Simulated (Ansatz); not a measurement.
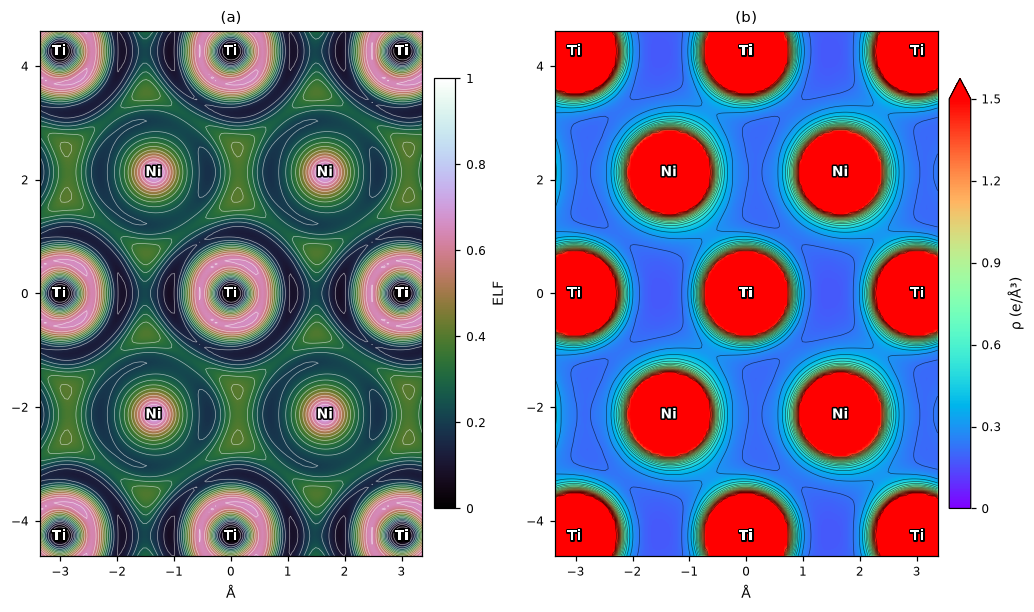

Figure 1: TiNi. (a) ELF; (b) valence electron density on the (11̄0) plane of the conventional cell.

Space group P4mm; changed on purpose from its base cell (atom 1 (Ti) moved by (+0.000, -0.150) A along [1 1 0] and z); not relaxed (largest force 0.5 eV/Å); computed pressure about −6 GPa in this cell; the program warned that a starting moment wasn't kept; spin-polarised, but the moments vanished.

All numbers below come from DFT PBEsol, scalar-relativistic, plane waves, PAW in Ansatz 0.2.0.

Core electrons are frozen (PAW), and the valence fields are smoothed inside the atomic spheres.

```xyz
2
Lattice="3.0150 0.0000 0.0000 0.0000 3.0150 0.0000 0.0000 0.0000 3.0150" Properties=species:S:1:pos:R:3 pbc="T T T"
Ti    1.5075    1.5075    1.3575
Ni    0.0000    0.0000    0.0000
```

Read the bonding off the picture.

Answer. The plane passes through Ti and Ni nuclei.
Ti–Ni (2.53 Å): ρ is about 0.31 e/Å³ halfway; the ELF is about 0.25 at the midpoint: no localised pair shows between them.
Ti–Ni (2.70 Å): the density is about 0.24 e/Å³ at the midpoint; the ELF is about 0.25 at the midpoint: no shared electron pair shows on this line.
Between the atoms the lowest density in this plane is 0.17 e/Å³.
The features right at Ti and Ni lie inside the PAW spheres, where the map follows smoothed inner orbitals and isn't to be read closely.

Does the calculation give a band gap?

Answer. It is metallic or semimetallic at this level of theory: no gap opens.
